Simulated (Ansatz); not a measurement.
SnO2 (space group P-3m1, No. 164): the end point of a relaxation with DFT PBE+D3(BJ), scalar-relativistic, plane waves, PAW (Ansatz 0.2.0); the starting structure was generated, so it need not be a known form of this composition.

```yaml
crystal:
  lattice:
    - [3.21639, 0.00000, 0.00000]
    - [-1.60819, 2.78547, 0.00000]
    - [0.00000, 0.00000, 4.59427]
  atoms:
    - { symbol: Sn, position: [0.00000, 0.00000, 0.50000] }
    - { symbol: O, position: [0.33333, 0.66667, 0.71998] }
    - { symbol: O, position: [0.66667, 0.33333, 0.28002] }
```

Describe the stacking along c, naming the columns A, B, C as they first turn up.

O(A) – Sn(B) – O(C) (three layers in 4.59 Å).

O layers alone: AC, the hexagonal close-packed type.

Sn: one octahedral site, counted in one hexagonal cell. One of the two gaps between O layers is empty, 2.57 Å wide.

Polytype symbol 1T, the symbol of a layered MX2 polytype (number of slabs in the repeat and lattice).

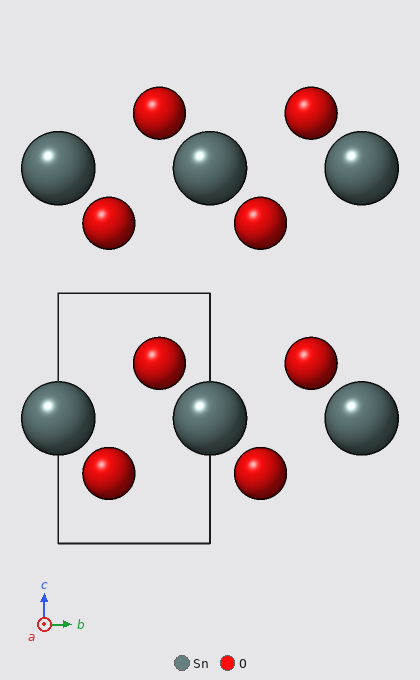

The picture looks along a close-packed row of the hexagonal mesh; c points upwards. Every atom sits on one of the three columns of the mesh; call them A, B, C in the order in which they first turn up. The sequence starts with the first layer at or above the cell's origin.
